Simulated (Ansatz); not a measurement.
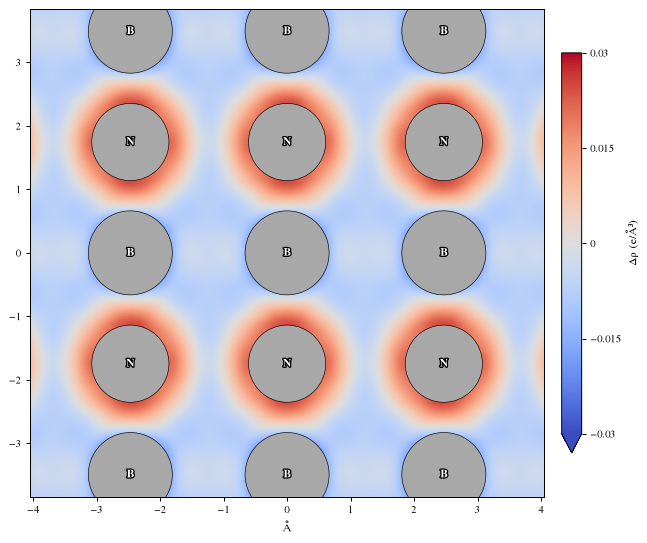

BN. Difference of the valence pseudo-densities of two functionals at the same geometry, on the (101̄) plane of the calculation cell: r2SCAN less PBE.

Space group Fm-3m; started from the rocksalt prototype, which need not be the ambient phase.

Both computed with Ansatz (plane waves, PAW), on the same k-point mesh. Grey discs cover the atomic cores.

```cif
data_structure
_symmetry_space_group_name_H-M 'P 1'
_symmetry_Int_Tables_number 1
_cell_length_a 2.4690
_cell_length_b 2.4690
_cell_length_c 2.4690
_cell_angle_alpha 60.000
_cell_angle_beta 60.000
_cell_angle_gamma 60.000
_cell_volume 10.64
loop_
_atom_site_label
_atom_site_type_symbol
_atom_site_fract_x
_atom_site_fract_y
_atom_site_fract_z
_atom_site_occupancy
B1 B 0.00000 0.00000 0.00000 1
N1 N 0.50000 0.50000 0.50000 1
```

> Where does the change of functional move the electrons?

Against PBE, r2SCAN gives more density around N (+0.016 e/Å³ on average at 0.8 Å from the nucleus), less density in the space between the atoms (−0.006 e/Å³ on average) and a change of +0.011 e/Å³ at the midpoint of B–N.
